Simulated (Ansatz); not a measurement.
# Geometry relaxation of CoO (part 5 of 5)

CoO (18 atoms in the cell); DFT PBE, scalar-relativistic, plane waves, PAW, spin-polarised (Ansatz 0.2.0); cutoff 420 eV, 1×1×13 k-mesh, Gaussian smearing of 0.05 eV, collinear spins. The structure derives from an entry of the Crystallography Open Database. It belongs to a series of runs on one base structure; here: wire along [0 0 1], 18 atoms a period.

Geometry of the input (Å; fractional positions):
```
13.2000  0.0000  0.0000
0.0000  13.5000  0.0000
0.0000  0.0000  4.2483
Co 0.5000  0.5000  0.0000
O  0.3391  0.5000  0.0000
O  0.6609  0.5000  0.0000
Co 0.5000  0.3427  0.5000
Co 0.5000  0.6573  0.5000
O  0.3391  0.3427  0.5000
O  0.3391  0.6573  0.5000
O  0.6609  0.3427  0.5000
O  0.6609  0.6573  0.5000
Co 0.3391  0.5000  0.5000
Co 0.6609  0.5000  0.5000
O  0.5000  0.5000  0.5000
Co 0.3391  0.3427  0.0000
Co 0.3391  0.6573  0.0000
Co 0.6609  0.3427  0.0000
Co 0.6609  0.6573  0.0000
O  0.5000  0.3427  0.0000
O  0.5000  0.6573  0.0000
```

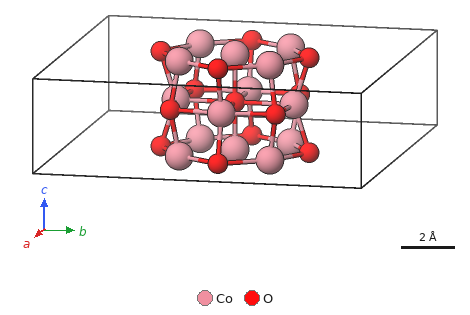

Fig. 1: The geometry at step 18 of the log (ball-and-stick view of the cell of the calculation, with the vacuum cut short, seen slightly off an axis).

Output, continued:
```
  k-point 1 ↑: bands = ["-97.3302", "-97.3302", "-96.9645", "-96.8630", "-96.8628", "-96.8627", "-96.8624", "-96.5030", "-96.5030", "-61.0271", "-61.0270", "-60.7240", "-60.6261", "-60.6236", "-60.6234", "-60.6214", "-60.4050", "-60.4046", "-60.3849", "-60.3849", "-60.1306", "-60.1305", "-60.1276", "-60.1269", "-60.0735", "-60.0734", "-60.0472", "-59.9798", "-59.7554", "-59.7552", "-59.6719", "-59.6673", "-59.6614", "-59.6609", "-59.5395", "-59.5394", "-20.6275", "-20.0829", "-20.0039", "-19.7596", "-19.6058", "-19.3996", "-19.3272", "-19.1744", "-19.1712", "-7.1917", "-7.0816", "-6.5786", "-6.5209", "-6.4795", "-6.4415", "-6.4363", "-6.2558", "-6.2040", "-6.1996", "-6.1960", "-6.1769", "-6.0903", "-6.0367", "-5.7621", "-5.6391", "-5.5488", "-5.3548", "-5.3152", "-5.3108", "-5.2969", "-5.2288", "-5.1626", "-5.1223", "-4.7009", "-4.6843", "-4.5249", "-4.2164", "-4.2142", "-4.1092", "-3.9382", "-3.9250", "-3.7846", "-3.7476", "-3.4562", "-3.3781", "-3.2278", "-3.0898", "-2.9431", "-2.7478", "-2.6731", "-2.6496", "-2.6364", "-2.6104", "-2.4822", "-2.4289", "-2.3217", "-2.1329", "-2.0535", "-2.0185", "-1.9810", "-1.9697", "-1.7952", "-1.7414", "-1.7248", "-1.6800", "-1.6138", "-1.4818", "-1.3825", "-1.3800", "-1.3705", "-1.3330", "-1.1323", "-1.1313", "-1.0085", "-0.9985", "-0.8272", "-0.7187", "-0.4958", "-0.4551", "0.0272", "0.0648", "1.6789", "2.9364", "3.3521", "3.6865", "4.4781", "4.6179", "4.7676", "4.7880", "5.3933", "5.6337", "5.7684", "5.8186", "6.1738", "6.7298", "6.7512", "6.7855", "7.1567", "7.3287", "7.4397", "7.4758", "8.1077", "8.4811", "8.5379", "8.5487"]
  k-point 2 ↑: bands = ["-97.3302", "-97.3302", "-96.9645", "-96.8630", "-96.8628", "-96.8627", "-96.8623", "-96.5030", "-96.5030", "-61.0274", "-61.0273", "-60.7245", "-60.6270", "-60.6253", "-60.6239", "-60.6227", "-60.4048", "-60.4044", "-60.3835", "-60.3835", "-60.1354", "-60.1333", "-60.1298", "-60.1268", "-60.0696", "-60.0694", "-60.0472", "-59.9795", "-59.7551", "-59.7549", "-59.6715", "-59.6677", "-59.6612", "-59.6611", "-59.5396", "-59.5395", "-20.5508", "-20.0076", "-19.9350", "-19.6943", "-19.5517", "-19.3673", "-19.3110", "-19.1543", "-19.1433", "-7.3487", "-7.2234", "-7.0028", "-6.8410", "-6.8111", "-6.8100", "-6.6336", "-6.4780", "-6.3825", "-6.3422", "-6.2977", "-6.2706", "-6.2035", "-6.1584", "-5.9646", "-5.7802", "-5.3889", "-5.3562", "-5.3024", "-5.2474", "-5.2240", "-5.2145", "-5.1382", "-5.0997", "-4.8071", "-4.7703", "-4.6231", "-4.1232", "-4.0562", "-3.9740", "-3.9173", "-3.6648", "-3.5919", "-3.4396", "-3.3935", "-3.2790", "-3.1621", "-3.0597", "-2.8412", "-2.7578", "-2.7113", "-2.6371", "-2.6258", "-2.6172", "-2.5117", "-2.4648", "-2.3486", "-2.1467", "-2.0915", "-2.0148", "-1.9812", "-1.9358", "-1.8548", "-1.7937", "-1.7430", "-1.6493", "-1.5841", "-1.5480", "-1.5473", "-1.4265", "-1.4114", "-1.2439", "-1.1250", "-1.1004", "-1.0676", "-0.9346", "-0.6189", "-0.5780", "-0.2977", "-0.1993", "0.2369", "0.2498", "2.0346", "3.1405", "3.5414", "3.9584", "4.6717", "4.7977", "4.8032", "4.8329", "5.6439", "5.8085", "5.9263", "6.0039", "6.3894", "6.8581", "6.9347", "6.9435", "7.3616", "7.5056", "7.6007", "7.6707", "8.0630", "8.2323", "8.6162", "8.6478"]
  k-point 6 ↓: bands = ["-94.8692", "-94.8692", "-94.4803", "-94.4787", "-94.4787", "-94.4787", "-94.4324", "-94.3210", "-94.3210", "-58.5871", "-58.5870", "-58.4067", "-58.4066", "-58.0975", "-58.0954", "-58.0877", "-58.0851", "-57.9614", "-57.8599", "-57.8576", "-57.8096", "-57.8088", "-57.7848", "-57.7829", "-57.7189", "-57.7011", "-57.6070", "-57.6070", "-57.6025", "-57.6017", "-57.5629", "-57.5627", "-57.5466", "-57.5461", "-57.5273", "-57.5242", "-19.5678", "-19.2126", "-19.2060", "-19.0457", "-18.9683", "-18.9501", "-18.9059", "-18.4506", "-18.4479", "-8.2407", "-7.5973", "-7.4287", "-7.3771", "-7.2711", "-7.2098", "-7.0821", "-6.7311", "-6.3777", "-6.3741", "-6.0708", "-5.4792", "-5.4046", "-5.3601", "-5.3086", "-5.2180", "-5.1465", "-5.1081", "-5.0267", "-4.8991", "-4.8905", "-4.8554", "-4.7578", "-4.6748", "-4.5543", "-4.3265", "-4.0448", "-2.1915", "-2.1242", "-1.3682", "-1.2306", "-1.1065", "-0.9976", "-0.9784", "-0.9727", "-0.8838", "-0.8283", "-0.6343", "-0.6044", "-0.5770", "-0.4882", "-0.4748", "-0.4687", "-0.3934", "-0.3320", "-0.3237", "-0.2874", "-0.2465", "-0.1800", "-0.1717", "-0.1153", "-0.1075", "-0.0019", "0.0064", "0.0118", "0.1058", "0.1122", "0.1458", "0.2009", "0.2278", "0.3978", "0.5865", "0.6826", "0.8353", "0.9809", "1.1298", "1.3070", "1.3761", "1.4578", "1.6715", "1.7980", "2.0486", "4.0883", "4.1170", "5.0653", "5.9419", "6.2755", "6.5035", "6.5930", "6.7134", "6.7777", "6.9456", "7.1785", "7.2489", "7.2873", "7.3385", "7.7075", "7.7622", "7.9519", "8.1213", "8.2655", "8.2959", "8.4350", "8.7075", "8.7436", "8.7778"]
--- Relaxed structure (27 steps of the walk, 24 accepted, 2 SCFs on fresh bases) ---
  F+E_penalty+E_count = -51227.65369897 eV   max|allowed force component| = 8.068e-3 eV/Å   (the final SCF, on the basis selected at the relaxed cell)
  cell:  # Å, volume = 650.2079 Å³
    - [13.2, 0.0, 0.0]
    - [0.0, 13.5, 0.0]
    - [0.0, 0.0, 3.648753491795717]
  atoms:
    - { symbol: Co, position: [0.5, 0.5000000000000001, 0.0] }
    - { symbol: O, position: [0.28357647030235866, 0.5000000000000001, 0.0] }
    - { symbol: O, position: [0.7164235296976416, 0.5000000000000001, 0.0] }
    - { symbol: Co, position: [0.5, 0.3263601665024609, 0.5] }
    - { symbol: Co, position: [0.5, 0.6736398334975392, 0.5] }
    - { symbol: O, position: [0.352872256375456, 0.3379243011242597, 0.5] }
    - { symbol: O, position: [0.352872256375456, 0.6620756988757408, 0.5] }
    - { symbol: O, position: [0.6471277436245441, 0.3379243011242597, 0.5] }
    - { symbol: O, position: [0.6471277436245441, 0.6620756988757408, 0.5] }
    - { symbol: Co, position: [0.3297116211076086, 0.5000000000000001, 0.5] }
    - { symbol: Co, position: [0.6702883788923919, 0.5000000000000001, 0.5] }
    - { symbol: O, position: [0.5, 0.5000000000000001, 0.5] }
    - { symbol: Co, position: [0.3685817855658526, 0.36564109735405387, 0.0] }
    - { symbol: Co, position: [0.3685817855658526, 0.634358902645946, 0.0] }
    - { symbol: Co, position: [0.6314182144341475, 0.36564109735405387, 0.0] }
    - { symbol: Co, position: [0.6314182144341475, 0.634358902645946, 0.0] }
    - { symbol: O, position: [0.5, 0.28477721665295086, 0.0] }
    - { symbol: O, position: [0.5, 0.7152227833470491, 0.0] }
--- Löwdin populations: 18 sites ---
  site symbol       q [e]    m [muB]
     0     Co     16.3821     2.0547
     1      O      6.8559     0.4416
     2      O      6.8559     0.4416
     3     Co     16.0119     1.3657
     4     Co     16.0119     1.3657
     5      O      6.7962     0.2718
     6      O      6.7962     0.2718
     7      O      6.7962     0.2718
     8      O      6.7962     0.2718
     9     Co     15.9261     2.4606
    10     Co     15.9261     2.4606
    11      O      6.8597     0.4586
    12     Co     16.0586     1.9485
    13     Co     16.0586     1.9485
    14     Co     16.0586     1.9485
    15     Co     16.0586     1.9485
    16      O      6.7469     0.1748
    17      O      6.7469     0.1748
  spilling = 0.006076 (of n_electrons = 207.000000)
```

File populations.tsv:
```
# site	symbol	l	j	q_up	q_dn
# orbitals = lowdin
# n_electrons = 207.000000
# spilling = 0.006076
0	Co	0_3S	-	0.994234	0.994175
0	Co	0_4S	-	0.364071	0.367420
0	Co	1_3P	-	2.998143	2.997994
0	Co	2_3D	-	4.861950	2.804110
1	O	0_2S	-	0.939446	0.914976
1	O	1_2P	-	2.709323	2.292161
2	O	0_2S	-	0.939446	0.914976
2	O	1_2P	-	2.709323	2.292161
3	Co	0_3S	-	0.994902	0.994995
3	Co	0_4S	-	0.246291	0.229946
3	Co	1_3P	-	2.998865	2.998538
3	Co	2_3D	-	4.448730	3.099605
4	Co	0_3S	-	0.994902	0.994995
4	Co	0_4S	-	0.246291	0.229946
4	Co	1_3P	-	2.998865	2.998538
4	Co	2_3D	-	4.448730	3.099605
5	O	0_2S	-	0.925244	0.904909
5	O	1_2P	-	2.608749	2.357249
6	O	0_2S	-	0.925244	0.904909
6	O	1_2P	-	2.608749	2.357249
7	O	0_2S	-	0.925244	0.904909
7	O	1_2P	-	2.608749	2.357249
8	O	0_2S	-	0.925244	0.904909
8	O	1_2P	-	2.608749	2.357249
9	Co	0_3S	-	0.995774	0.995874
9	Co	0_4S	-	0.252987	0.232185
9	Co	1_3P	-	2.998984	2.998492
9	Co	2_3D	-	4.945575	2.506202
10	Co	0_3S	-	0.995774	0.995874
10	Co	0_4S	-	0.252987	0.232185
10	Co	1_3P	-	2.998984	2.998492
10	Co	2_3D	-	4.945575	2.506202
11	O	0_2S	-	0.928370	0.899688
11	O	1_2P	-	2.730786	2.300824
12	Co	0_3S	-	0.995218	0.995294
12	Co	0_4S	-	0.263711	0.258497
12	Co	1_3P	-	2.998702	2.998228
12	Co	2_3D	-	4.745932	2.803016
13	Co	0_3S	-	0.995218	0.995294
13	Co	0_4S	-	0.263711	0.258497
13	Co	1_3P	-	2.998702	2.998228
13	Co	2_3D	-	4.745932	2.803016
14	Co	0_3S	-	0.995218	0.995294
14	Co	0_4S	-	0.263711	0.258497
14	Co	1_3P	-	2.998702	2.998228
14	Co	2_3D	-	4.745932	2.803016
15	Co	0_3S	-	0.995218	0.995294
15	Co	0_4S	-	0.263711	0.258497
15	Co	1_3P	-	2.998702	2.998228
15	Co	2_3D	-	4.745932	2.803016
16	O	0_2S	-	0.931907	0.913994
16	O	1_2P	-	2.528952	2.372054
17	O	0_2S	-	0.931907	0.913994
17	O	1_2P	-	2.528952	2.372054
```

Trajectory as extended XYZ (Å, eV, eV/Å), 6 of the 29 frames kept, from step=1 to step=29:
```
18
Lattice="13.2000 0.0000 0.0000 0.0000 13.5000 0.0000 0.0000 0.0000 4.2483" Properties=species:S:1:pos:R:3:forces:R:3 step=1 energy=-51223.46523 pressure_GPa=-3.84
Co    6.6000    6.7500    0.0000    0.0000   0.0000   0.0000
O     4.4758    6.7500    0.0000   -0.1768   0.0000   0.0000
O     8.7242    6.7500    0.0000    0.1768   0.0000   0.0000
Co    6.6000    4.6258    2.1242    0.0000   0.5708   0.0000
Co    6.6000    8.8742    2.1242    0.0000  -0.5708   0.0000
O     4.4758    4.6258    2.1242    0.2087   0.2089   0.0000
O     4.4758    8.8742    2.1242    0.2087  -0.2089   0.0000
O     8.7242    4.6258    2.1242   -0.2087   0.2089   0.0000
O     8.7242    8.8742    2.1242   -0.2087  -0.2089   0.0000
Co    4.4758    6.7500    2.1242    0.5709   0.0000   0.0000
Co    8.7242    6.7500    2.1242   -0.5709   0.0000   0.0000
O     6.6000    6.7500    2.1242    0.0000   0.0000   0.0000
Co    4.4758    4.6258    0.0000    0.8163   0.8162   0.0000
Co    4.4758    8.8742    0.0000    0.8163  -0.8162   0.0000
Co    8.7242    4.6258    0.0000   -0.8163   0.8162   0.0000
Co    8.7242    8.8742    0.0000   -0.8163  -0.8162   0.0000
O     6.6000    4.6258    0.0000    0.0000  -0.1766   0.0000
O     6.6000    8.8742    0.0000    0.0000   0.1766   0.0000
18
Lattice="13.2000 0.0000 0.0000 0.0000 13.5000 0.0000 0.0000 0.0000 3.6368" Properties=species:S:1:pos:R:3:forces:R:3 step=7 energy=-51227.29274 pressure_GPa=-0.32
Co    6.6000    6.7500    0.0000    0.0000   0.0000   0.0000
O     3.6275    6.7500    0.0000    0.3668   0.0000   0.0000
O     9.5725    6.7500    0.0000   -0.3668   0.0000   0.0000
Co    6.6000    4.4511    1.8184    0.0000  -0.1441   0.0000
Co    6.6000    9.0489    1.8184    0.0000   0.1441   0.0000
O     4.4684    4.6165    1.8184    0.0169   0.0239   0.0000
O     4.4684    8.8835    1.8184    0.0169  -0.0239   0.0000
O     8.7316    4.6165    1.8184   -0.0169   0.0239   0.0000
O     8.7316    8.8835    1.8184   -0.0169  -0.0239   0.0000
Co    4.2995    6.7500    1.8184   -0.1422   0.0000   0.0000
Co    8.9006    6.7500    1.8184    0.1422   0.0000   0.0000
O     6.6000    6.7500    1.8184    0.0000   0.0000   0.0000
Co    4.6993    4.8486    0.0000    0.1824   0.1832   0.0000
Co    4.6993    8.6514    0.0000    0.1824  -0.1832   0.0000
Co    8.5007    4.8486    0.0000   -0.1824   0.1832   0.0000
Co    8.5007    8.6514    0.0000   -0.1824  -0.1832   0.0000
O     6.6000    3.7787    0.0000    0.0000   0.3620   0.0000
O     6.6000    9.7213    0.0000    0.0000  -0.3620   0.0000
18
Lattice="13.2000 0.0000 0.0000 0.0000 13.5000 0.0000 0.0000 0.0000 3.7040" Properties=species:S:1:pos:R:3:forces:R:3 step=12 energy=-51227.44142 pressure_GPa=-0.12
Co    6.6000    6.7500    0.0000    0.0000   0.0000   0.0000
O     3.7363    6.7500    0.0000    0.0008   0.0000   0.0000
O     9.4637    6.7500    0.0000   -0.0008   0.0000   0.0000
Co    6.6000    4.4685    1.8520    0.0000  -0.0362   0.0000
Co    6.6000    9.0315    1.8520    0.0000   0.0362   0.0000
O     4.5203    4.6700    1.8520    0.0429   0.0427   0.0000
O     4.5203    8.8300    1.8520    0.0429  -0.0427   0.0000
O     8.6797    4.6700    1.8520   -0.0429   0.0427   0.0000
O     8.6797    8.8300    1.8520   -0.0429  -0.0427   0.0000
Co    4.3186    6.7500    1.8520   -0.0361   0.0000   0.0000
Co    8.8814    6.7500    1.8520    0.0361   0.0000   0.0000
O     6.6000    6.7500    1.8520    0.0000   0.0000   0.0000
Co    4.7762    4.9261    0.0000    0.0503   0.0507   0.0000
Co    4.7762    8.5739    0.0000    0.0503  -0.0507   0.0000
Co    8.4238    4.9261    0.0000   -0.0503   0.0507   0.0000
Co    8.4238    8.5739    0.0000   -0.0503  -0.0507   0.0000
O     6.6000    3.8862    0.0000    0.0000   0.0006   0.0000
O     6.6000    9.6138    0.0000    0.0000  -0.0006   0.0000
18
Lattice="13.2000 0.0000 0.0000 0.0000 13.5000 0.0000 0.0000 0.0000 3.6622" Properties=species:S:1:pos:R:3:forces:R:3 step=18 energy=-51227.51910 pressure_GPa=0.12
Co    6.6000    6.7500    0.0000    0.0000   0.0000   0.0000
O     3.7202    6.7500    0.0000   -0.0703   0.0000   0.0000
O     9.4798    6.7500    0.0000    0.0703   0.0000   0.0000
Co    6.6000    4.4572    1.8311    0.0000   0.0201   0.0000
Co    6.6000    9.0428    1.8311    0.0000  -0.0201   0.0000
O     4.5609    4.7031    1.8311   -0.0097  -0.0488   0.0000
O     4.5609    8.7969    1.8311   -0.0097   0.0488   0.0000
O     8.6391    4.7031    1.8311    0.0097  -0.0488   0.0000
O     8.6391    8.7969    1.8311    0.0097   0.0488   0.0000
Co    4.3094    6.7500    1.8311    0.0247   0.0000   0.0000
Co    8.8906    6.7500    1.8311   -0.0247   0.0000   0.0000
O     6.6000    6.7500    1.8311    0.0000   0.0000   0.0000
Co    4.8416    4.9880    0.0000    0.0022   0.0005   0.0000
Co    4.8416    8.5120    0.0000    0.0022  -0.0005   0.0000
Co    8.3584    4.9880    0.0000   -0.0022   0.0005   0.0000
Co    8.3584    8.5120    0.0000   -0.0022  -0.0005   0.0000
O     6.6000    3.8687    0.0000    0.0000  -0.0523   0.0000
O     6.6000    9.6313    0.0000    0.0000   0.0523   0.0000
18
Lattice="13.2000 0.0000 0.0000 0.0000 13.5000 0.0000 0.0000 0.0000 3.6551" Properties=species:S:1:pos:R:3:forces:R:3 step=23 energy=-51227.70161 pressure_GPa=0.13
Co    6.6000    6.7500    0.0000    0.0000   0.0000   0.0000
O     3.7429    6.7500    0.0000    0.0084   0.0000   0.0000
O     9.4571    6.7500    0.0000   -0.0084   0.0000   0.0000
Co    6.6000    4.4184    1.8276    0.0000  -0.0218   0.0000
Co    6.6000    9.0816    1.8276    0.0000   0.0218   0.0000
O     4.6617    4.5707    1.8276   -0.0367  -0.0234   0.0000
O     4.6617    8.9293    1.8276   -0.0367   0.0234   0.0000
O     8.5383    4.5707    1.8276    0.0367  -0.0234   0.0000
O     8.5383    8.9293    1.8276    0.0367   0.0234   0.0000
Co    4.3456    6.7500    1.8276    0.0171   0.0000   0.0000
Co    8.8544    6.7500    1.8276   -0.0171   0.0000   0.0000
O     6.6000    6.7500    1.8276    0.0000   0.0000   0.0000
Co    4.8719    4.9355    0.0000   -0.0510   0.0375   0.0000
Co    4.8719    8.5645    0.0000   -0.0510  -0.0375   0.0000
Co    8.3281    4.9355    0.0000    0.0510   0.0375   0.0000
Co    8.3281    8.5645    0.0000    0.0510  -0.0375   0.0000
O     6.6000    3.8500    0.0000    0.0000  -0.0268   0.0000
O     6.6000    9.6500    0.0000    0.0000   0.0268   0.0000
18
Lattice="13.2000 0.0000 0.0000 0.0000 13.5000 0.0000 0.0000 0.0000 3.6488" Properties=species:S:1:pos:R:3:forces:R:3 step=29 energy=-51227.65370 pressure_GPa=0.01
Co    6.6000    6.7500    0.0000    0.0000   0.0000   0.0000
O     3.7432    6.7500    0.0000   -0.0081   0.0000   0.0000
O     9.4568    6.7500    0.0000    0.0081   0.0000   0.0000
Co    6.6000    4.4059    1.8244    0.0000  -0.0001   0.0000
Co    6.6000    9.0941    1.8244    0.0000   0.0001   0.0000
O     4.6579    4.5620    1.8244   -0.0045  -0.0006   0.0000
O     4.6579    8.9380    1.8244   -0.0045   0.0006   0.0000
O     8.5421    4.5620    1.8244    0.0045  -0.0006   0.0000
O     8.5421    8.9380    1.8244    0.0045   0.0006   0.0000
Co    4.3522    6.7500    1.8244    0.0006   0.0000   0.0000
Co    8.8478    6.7500    1.8244   -0.0006   0.0000   0.0000
O     6.6000    6.7500    1.8244    0.0000   0.0000   0.0000
Co    4.8653    4.9362    0.0000   -0.0003  -0.0009   0.0000
Co    4.8653    8.5638    0.0000   -0.0003   0.0009   0.0000
Co    8.3347    4.9362    0.0000    0.0003  -0.0009   0.0000
Co    8.3347    8.5638    0.0000    0.0003   0.0009   0.0000
O     6.6000    3.8445    0.0000    0.0000  -0.0043   0.0000
O     6.6000    9.6555    0.0000    0.0000   0.0043   0.0000
```

Summary:

- outcome: converged
- electrons treated: 207
- free energy: −51227.6537 eV
- Fermi energy: −0.273 eV
- gap on the k-point mesh: none (metallic)
- net moment of the cell: 20.15 μB
- integrated absolute moment: 20.67 μB
- final volume: 650.21 Å³
- largest force (length of the vector) at the end: 0.008 eV/Å
- hardware: 4 threads of Intel Xeon (Granite Rapids), 32 GiB of memory available, shared host
- wall time: 18 min (CPU time 69 min)
- peak memory: 4.6 GiB

Notes:

The electronic state found may not be the lowest one. Notes on the run: the exchange-correlation potential is rough where the density is thin.
